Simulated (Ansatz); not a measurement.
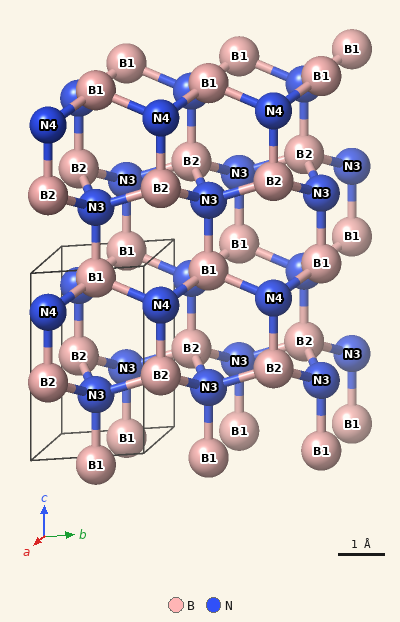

Figure 1. The input geometry of the first run (ball-and-stick view of the cell of the calculation, repeated 2 × 3 × 2, seen slightly off an axis; atoms are numbered from 1 in the order of the input).

## BN: one change and its effect

System: BN (P6₃mc, 4 atoms in the cell).
Method of the first run: DFT, r2SCAN, plane waves, PAW, no spin polarisation (Ansatz 0.2.0).

The structure was built on a prototype by a generator. The geometry comes from this level: r2SCAN. Text and figures count atoms from 1; the logs count them from 0 in places.

### The input, the first run
```yaml
crystal:
  lattice:
    - [2.5439499968, 0.0, 0.0]
    - [-1.2719749984, 2.2031253232, 0.0]
    - [0.0, 0.0, 4.2078153299]
  atoms:
    - { symbol: B, position: [0.3333333333, 0.6666666667, 0.0002034648] }
    - { symbol: B, position: [0.6666666667, 0.3333333333, 0.5002034648] }
    - { symbol: "N", position: [0.3333333333, 0.6666666667, 0.3747965352] }
    - { symbol: "N", position: [0.6666666667, 0.3333333333, 0.8747965352] }
kpoints:
  mp_grid: { grid: [12, 12, 6] }
  band_path:
    path:
      - [0.0, 0.0, 0.0]
      - [0.5, 0.0, 0.0]
      - [0.3333333333, 0.3333333333, 0.0]
      - [0.0, 0.0, 0.5]
      - [0.5, 0.0, 0.5]
      - [0.3333333333, 0.3333333333, 0.5]
      - [0.1, 0.0, 0.0]
    npoints: 1
hamiltonian:
  xc: r2scan
scf:
  occupations: { method: fixed }
  n_extra_bands: 5
output:
  forces: true
  stress: true
  eigenvalues: true
```

Command:
```bash
ansatz run input.yaml --threads 2 --pin off --max-ram 2764MiB --backend cpu --events-out ev --progress --plain --runs-dir out
```

Hardware: 2 threads of Arm Neoverse V1, 24 GiB of memory available, shared host.

### Output, shortened to warnings, some set-up lines, iterations and results (the first run)
```
Basis set: ecut = 500 eV, 591 PW (Γ), exchange–correlation on 80×80×128 points (64 copies of the dense FFT grid, shifted against one another)
Symmetry: 12 space group operations
k-points: 76 of 864 (time reversal used)
Initial density: superposition of atomic densities (neutral atoms: chi_scale 0, normalization atom), corrected by the library's trained network
[...]
SCF iter   1: F=—  HF=-1087.747318 eV  |F-HF|=—  |Δ(HF+E_count)|=         —  Δρ=1.03e-2  dr2=1.63e-2  dr2_τ=6.48e-1  ethr=1.77e-3  ⟨swp⟩=5.5  Hψ=5039  notcnv=0  defer=214
SCF iter   2: F=—  HF=-1087.935762 eV  |F-HF|=—  |Δ(HF+E_count)|=   1.88e-1  Δρ=6.41e-3  dr2=3.88e-3  dr2_τ=2.45e-4  ethr=1.02e-4  ⟨swp⟩=2.8  Hψ=2439  notcnv=0  defer=225
SCF iter   3: F=—  HF=-1087.936162 eV  |F-HF|=—  |Δ(HF+E_count)|=   4.00e-4  Δρ=4.30e-4  dr2=2.00e-5  dr2_τ=3.75e-5  ethr=2.42e-5  ⟨swp⟩=3.0  Hψ=1668  notcnv=0  defer=225
SCF iter   4: F=—  HF=-1087.936181 eV  |F-HF|=—  |Δ(HF+E_count)|=   1.89e-5  Δρ=9.77e-5  dr2=7.49e-7  dr2_τ=9.41e-8  ethr=1.25e-7  ⟨swp⟩=2.9  Hψ=1525  notcnv=0  defer=168
SCF iter   5: F=-1087.936182 eV  HF=-1087.936182 eV  |F-HF|=3.13e-8  |Δ(HF+E_count)|=   6.22e-7  Δρ=2.04e-5  dr2=6.91e-8  dr2_τ=5.24e-9  ethr=4.68e-9  ⟨swp⟩=2.7  Hψ=1627  …
SCF iter   6: F=-1087.936182 eV  HF=-1087.936182 eV  |F-HF|=4.99e-9  |Δ(HF+E_count)|=   4.16e-9  Δρ=9.21e-6  dr2=1.36e-8  dr2_τ=9.46e-10  ethr=4.32e-10  ⟨swp⟩=7.7  Hψ=5451  …
SCF 1 converged in 6 iterations: F = -1087.936182 eV  dr2 = 1.36e-8
NSCF: frozen V_eff on 7 k-points
SCF converged after 6 iterations
Free energy (F): -1087.936182 eV
Harris-Foulkes:  -1087.936182 eV  (|F-HF|=4.99e-9)
Internal energy: -1087.936182 eV  (E = F + TS)
E sigma→0 (E₀):  -1087.936182 eV
Fermi energy:    11.198443 eV
--- Per-component energies (eV) ---
  E_band       = 44.227351
  E_kinetic    = 372.201250
  E_local      = -351.985852  (includes V_loc(G=0)·N_el)
  E_nonlocal   = 111.776733
  E_hartree    = 100.086318
  E_xc         = -184.708017
  E_vxc        = -255.648716  (∫ρ·V_xc dr)
  E_paw        = -418.941755  (= ΣΔE_a)
  E_vpaw       = -46.290749  (= ΣTr[D̂ρ^β])
  E_aug_tail   = 0.000040  (compensation charges beyond the density's cutoff)
  E_vtau       = 14.000505  (kinetic-family band-sum trace: ∫τ·v_τ [+ j·A + Jᵃ·Aᵃ] dr)
  E_ewald      = -716.268885
  E_core_change = -0.096013  (= ΣΔE_core)
  E_smearing   = -0.000000  (= −TS)
  E_closure    = 0.000000  (closes the sum)
  Σ components = -1087.936182   (vs F -1087.936182, Δ=0.00e0)
--- Forces (eV/Å), atoms counted from 1 ---
  atom   1  B      0.00000000    -0.00000000    -0.00066960
  atom   2  B      0.00000000     0.00000000    -0.00066960
  atom   3  N      0.00000000     0.00000000     0.00068672
  atom   4  N     -0.00000000    -0.00000000     0.00068672
  max |Σ_I F_I| component: 3.42e-5 eV/Å
--- Stress (GPa, compression-positive) ---
        0.007748       0.000000       0.000000
        0.000000       0.007748       0.000000
        0.000000       0.000000      -0.015321
  P = ⅓ Tr σ = 0.0001 GPa (0.001 kbar)
```

The second run used a changed input.

### The two runs side by side

| quantity | the first run | the second run |
| --- | --- | --- |
| outcome | converged | converged |
| free energy per atom (eV) | −271.9840 | −271.1197 |
| gap on the mesh (eV) | 5.75 | 5.21 |
| pressure (GPa) | 0.00 | 4.66 |
| largest force (eV/Å) | 0.001 | 0.007 |
| SCF iterations | 6 | 6 |
| irreducible k-points | 76 | 76 |
| plane waves at Γ | 591 | 465 |
| wall time (shared host) | 4 s | 1.8 s |

Which change of the input explains these differences?

The change (lines with − go, lines with + come):
```diff
-  xc: r2scan
+  xc: pbe
```

The total energies belong to different methods, so their difference says nothing on which is more stable or more accurate. The gap on the mesh goes from 5.75 to 5.21 eV. The pressure goes from 0.00 to 4.66 GPa. The functional changes from r2SCAN to PBE. The number of SCF iterations is the same. The default cutoff goes from 500 to 420 eV with the change. The plane waves at Γ go from 591 to 465.

### Output, shortened to warnings, some set-up lines, iterations and results (the second run)
```
Basis set: ecut = 420 eV, 465 PW (Γ), exchange–correlation on 36×36×60 points (8 copies of the dense FFT grid, shifted against one another)
Symmetry: 12 space group operations
k-points: 76 of 864 (time reversal used)
Initial density: superposition of atomic densities (neutral atoms: chi_scale 0, normalization atom), corrected by the library's trained network
[...]
SCF iter   1: F=—  HF=-1084.478321 eV  |F-HF|=—  |Δ(HF+E_count)|=         —  Δρ=2.86e-3  dr2=9.92e-4  ethr=1.77e-3  ⟨swp⟩=4.5  Hψ=4448  notcnv=0  defer=175
SCF iter   2: F=—  HF=-1084.478520 eV  |F-HF|=—  |Δ(HF+E_count)|=   1.99e-4  Δρ=1.01e-3  dr2=1.20e-4  ethr=6.20e-6  ⟨swp⟩=2.4  Hψ=2294  notcnv=0  defer=225
SCF iter   3: F=—  HF=-1084.478633 eV  |F-HF|=—  |Δ(HF+E_count)|=   1.13e-4  Δρ=4.99e-4  dr2=1.76e-5  ethr=7.52e-7  ⟨swp⟩=2.9  Hψ=1639  notcnv=0  defer=146
SCF iter   4: F=—  HF=-1084.478685 eV  |F-HF|=—  |Δ(HF+E_count)|=   5.13e-5  Δρ=1.29e-4  dr2=1.24e-6  ethr=1.10e-7  ⟨swp⟩=2.4  Hψ=1454  notcnv=0  defer=83
SCF iter   5: F=-1084.478689 eV  HF=-1084.478688 eV  |F-HF|=7.48e-8  |Δ(HF+E_count)|=   3.94e-6  Δρ=1.78e-5  dr2=2.24e-8  ethr=7.76e-9  ⟨swp⟩=2.1  Hψ=1506  notcnv=0  defer=102
SCF iter   6: F=-1084.478689 eV  HF=-1084.478689 eV  |F-HF|=3.66e-10  |Δ(HF+E_count)|=   8.10e-8  Δρ=1.39e-6  dr2=1.83e-10  ethr=1.40e-10  ⟨swp⟩=7.3  Hψ=5174  notcnv=0
SCF 1 converged in 6 iterations: F = -1084.478689 eV  dr2 = 1.83e-10
NSCF: frozen V_eff on 7 k-points
SCF converged after 6 iterations
Free energy (F): -1084.478689 eV
Harris-Foulkes:  -1084.478689 eV  (|F-HF|=3.66e-10)
Internal energy: -1084.478689 eV  (E = F + TS)
E sigma→0 (E₀):  -1084.478689 eV
Fermi energy:    11.364905 eV
--- Per-component energies (eV) ---
  E_band       = 53.214045
  E_kinetic    = 371.606112
  E_local      = -352.146564  (includes V_loc(G=0)·N_el)
  E_nonlocal   = 113.251139
  E_hartree    = 99.017774
  E_xc         = -187.007027
  E_vxc        = -232.612534  (∫ρ·V_xc dr)
  E_paw        = -412.931443  (= ΣΔE_a)
  E_vpaw       = -44.919864  (= ΣTr[D̂ρ^β])
  E_aug_tail   = 0.000205  (compensation charges beyond the density's cutoff)
  E_ewald      = -716.268885
  E_smearing   = -0.000000  (= −TS)
  E_closure    = -0.000000  (closes the sum)
  Σ components = -1084.478689   (vs F -1084.478689, Δ=0.00e0)
--- Forces (eV/Å), atoms counted from 1 ---
  atom   1  B      0.00000000    -0.00000000     0.00665371
  atom   2  B      0.00000000     0.00000000     0.00665371
  atom   3  N      0.00000000     0.00000000    -0.00665136
  atom   4  N      0.00000000    -0.00000000    -0.00665136
  max |Σ_I F_I| component: 4.71e-6 eV/Å
--- Stress (GPa, compression-positive) ---
        4.699020       0.000000      -0.000000
        0.000000       4.699020       0.000000
        0.000000       0.000000       4.589469
  P = ⅓ Tr σ = 4.6625 GPa (46.625 kbar)
```
